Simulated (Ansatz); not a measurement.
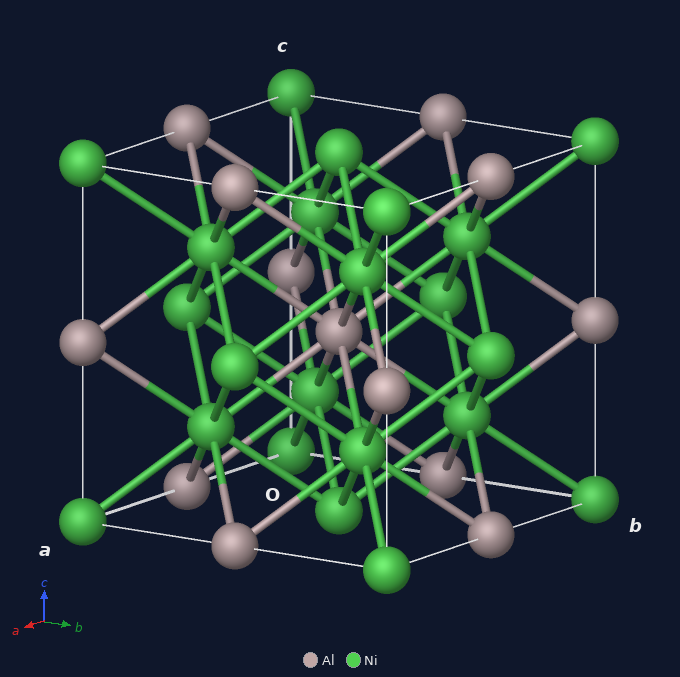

One unit cell is drawn above. Crystal: AlNi3, the geometry relaxed with Ansatz 0.2.0, DFT LDA, scalar-relativistic, plane waves, PAW. The drawing is computed from the coordinates (standard cell, symmetry found to 0.002 Å).

```yaml
crystal:
  lattice:
    - [5.53594, 0.00000, 0.00000]
    - [0.00000, 5.53594, 0.00000]
    - [0.00000, 0.00000, 5.53594]
  atoms:
    - { symbol: Al, position: [0.50000, 0.00000, 0.00000] }
    - { symbol: Ni, position: [0.25000, 0.75000, 0.75000] }
    - { symbol: Ni, position: [0.00000, 0.00000, 0.00000] }
    - { symbol: Ni, position: [0.25000, 0.25000, 0.75000] }
    - { symbol: Al, position: [0.50000, 0.50000, 0.50000] }
    - { symbol: Ni, position: [0.25000, 0.25000, 0.25000] }
    - { symbol: Ni, position: [0.00000, 0.50000, 0.50000] }
    - { symbol: Ni, position: [0.25000, 0.75000, 0.25000] }
    - { symbol: Al, position: [0.00000, 0.00000, 0.50000] }
    - { symbol: Ni, position: [0.75000, 0.75000, 0.25000] }
    - { symbol: Ni, position: [0.50000, 0.00000, 0.50000] }
    - { symbol: Ni, position: [0.75000, 0.25000, 0.25000] }
    - { symbol: Al, position: [0.00000, 0.50000, 0.00000] }
    - { symbol: Ni, position: [0.75000, 0.25000, 0.75000] }
    - { symbol: Ni, position: [0.50000, 0.50000, 0.00000] }
    - { symbol: Ni, position: [0.75000, 0.75000, 0.75000] }
```

### What is its point group?

m-3m (Oh), order 48, cubic system: three fourfold axes, four threefold axes, six twofold axes, nine mirror planes, an inversion centre.

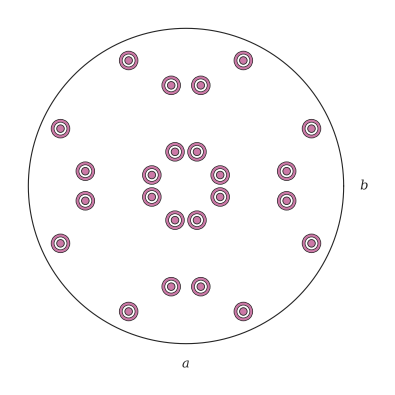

Stereographic projection: filled dots lie in the upper hemisphere, open rings in the lower. The poles are one general form. The c axis points at the viewer.

### What does this class allow?

Class m-3m is centrosymmetric, so neither piezoelectric nor pyroelectric; it is not chiral. Its Laue class is m-3m.
